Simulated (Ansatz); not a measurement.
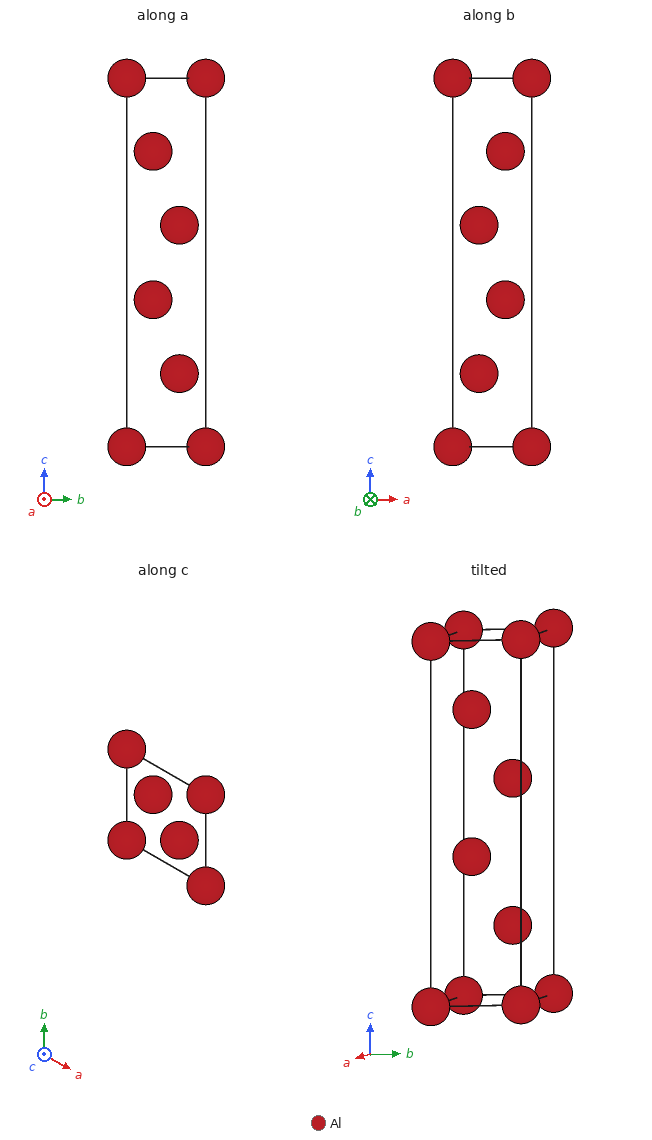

Structure drawing (spheres-only), viewed along the a axis, along the b axis, along the c axis and slightly off an axis. The wireframe shows the conventional unit cell.

Lattice parameters: a = 2.8520 Å, b = 2.8520 Å, c = 11.5303 Å, α = 90.000°, β = 90.000°, γ = 120.000°.

Q: Write down what is shown as a CIF with its space group and independent sites, with free fractional coordinates to two decimals.

A:
```cif
data_structure
_symmetry_space_group_name_H-M 'P -3 m 1'
_symmetry_Int_Tables_number 164
_cell_length_a 2.8520
_cell_length_b 2.8520
_cell_length_c 11.5303
_cell_angle_alpha 90.000
_cell_angle_beta 90.000
_cell_angle_gamma 120.000
_cell_volume 81.22
loop_
_atom_site_label
_atom_site_type_symbol
_atom_site_symmetry_multiplicity
_atom_site_Wyckoff_symbol
_atom_site_fract_x
_atom_site_fract_y
_atom_site_fract_z
_atom_site_occupancy
Al1 Al 2 d 0.6667 0.3333 0.80 1
Al2 Al 1 a 0.00 0.00 0.00 1
Al3 Al 2 d 0.6667 0.3333 0.40 1
```

Source of the structure: a structure type filled with this element by a generator (whether the element takes this form wasn't checked). Earlier steps of the study may have refined or changed the cell and positions. It was run through Ansatz as a DFT input.
